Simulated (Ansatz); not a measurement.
Consider SrSnO₃.

```xyz
20
Lattice="5.6822 0.0000 0.0000 0.0000 7.9956 0.0000 0.0000 0.0000 5.6496" Properties=species:S:1:pos:R:3 pbc="T T T"
Sr    0.1943    1.9989    5.6064
Sr    5.4879    5.9967    0.0433
Sr    2.6468    5.9967    2.7815
Sr    3.0354    1.9989    2.8681
Sn    2.8411    0.0000    0.0000
Sn    2.8411    3.9978    0.0000
Sn    0.0000    0.0000    2.8248
Sn    0.0000    3.9978    2.8248
O     2.7369    1.9989    0.4247
O     2.9453    5.9967    5.2250
O     0.1042    5.9967    3.2495
O     5.5780    1.9989    2.4001
O     1.6272    0.3183    4.0275
O     4.0550    4.3161    1.6222
O     1.2139    7.6773    1.2026
O     4.4683    3.6795    4.4470
O     4.0550    7.6773    1.6222
O     1.6272    3.6795    4.0275
O     4.4683    0.3183    4.4470
O     1.2139    4.3161    1.2026
```

Space group Pnma.

These are results of DFT LDA, scalar-relativistic, plane waves, PAW (Ansatz), not measurements.

What can the converged valence pseudo-density and electron localisation function tell about the bonding?

Answer. Sn–O (2.05 Å): ρ at the midpoint is about 0.68 e/Å³; the ELF peaks at about 0.80 in the valence shell of O, 0.6 Å from its nucleus, and is about 0.25 at the midpoint; no shared electron pair shows on this line.
Sr–O (2.46 Å): ρ at the midpoint is about 0.29 e/Å³; the ELF peaks at about 0.85 in the valence shell of O, 0.6 Å from its nucleus, and drops to about 0.10 between the two atoms (an ionic contact with no shared pair).

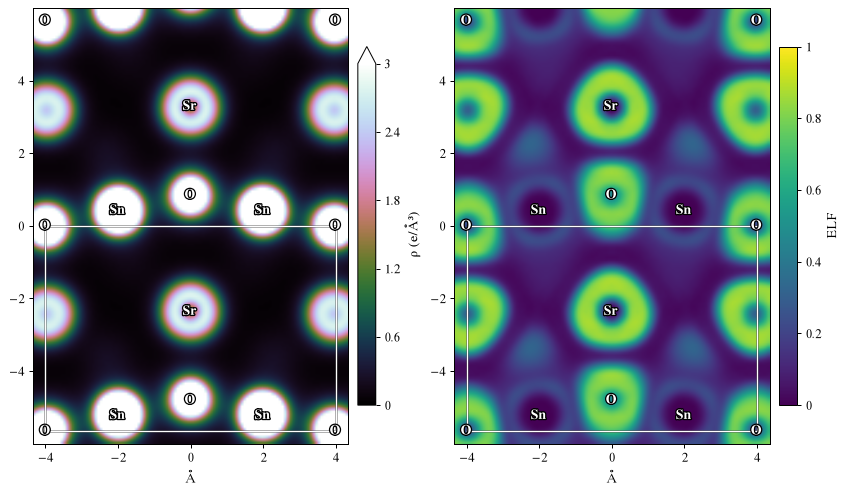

Computed valence pseudo-density and electron localisation function on the (100) plane of the conventional cell, in this order. Atoms just off the plane (Sr, 0.3 Å away) can leave unmarked features too.

The density is the valence pseudo-density of a PAW calculation; it isn't the true density close to the nuclei.
